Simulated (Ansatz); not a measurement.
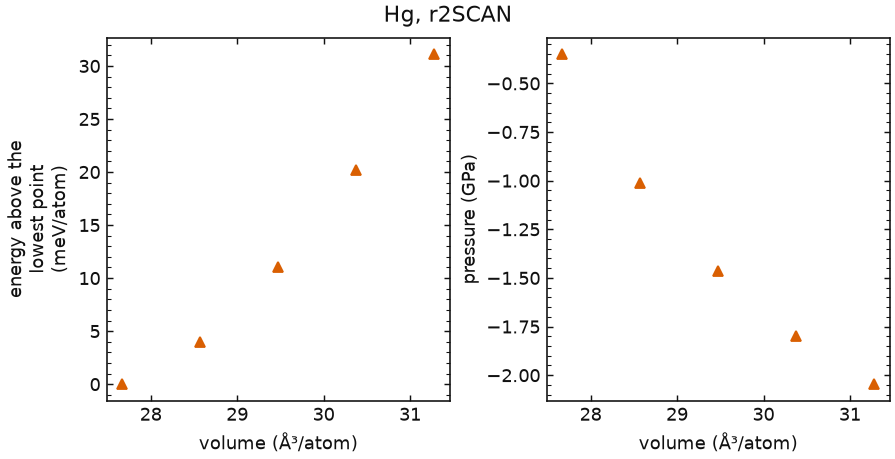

Computed with Ansatz 0.2.0 development build: equation of state of a cubic crystal from periodic Kohn-Sham density functional theory without spin; pressure corrected for the finite basis. Level: r2SCAN, no spin-orbit coupling.

- structure type: simple cubic
- atoms in cell: 1
- space group number: 221
- lattice centring: simple cubic
- k mesh: 11×11×11
- occupation method: Fermi–Dirac
- occupation width: 0.1 eV
- wave cutoff: 500 eV
- datasets: soft-1 PAW
- density tolerance: 1e−07 eV
- bands: 14
- density cutoff ratio: 4
- search for lower states: default

**Figure.** Energy above the lowest point and pressure against volume for Hg, space group Pm-3m (No. 221) (one of a set of cubic test structures, which need not be the stable phase).

The energy above the lowest point rises from 0.0 meV/atom at volume 27.67 Å³/atom to 31.1 meV/atom at 31.28 Å³/atom. The pressure falls from −0.350 GPa at volume 27.67 Å³/atom to −2.046 GPa at 31.28 Å³/atom.

Caveats: cubic model structure, not the ambient form; modest k-mesh, values are not fully converged in k; the volumes run don't bracket the minimum of the energy, so any equilibrium value is extrapolated.

One of the inputs:
```
crystal:
  lattice:
    - [3.089042468787, 0.0, 0.0]
    - [0.0, 3.089042468787, 0.0]
    - [0.0, 0.0, 3.089042468787]
  atoms:
    - { symbol: Hg, position: [0, 0, 0] }
kpoints:
  mp_grid: { grid: [11, 11, 11] }
hamiltonian:
  xc: r2scan
  pseudopotentials: { kind: paw }
scf:
  occupations: { method: fermi_dirac, width: 0.1 }
output:
  forces: true
  stress: true
```

Launched with:
```bash
ansatz run input.yaml --threads 1
```
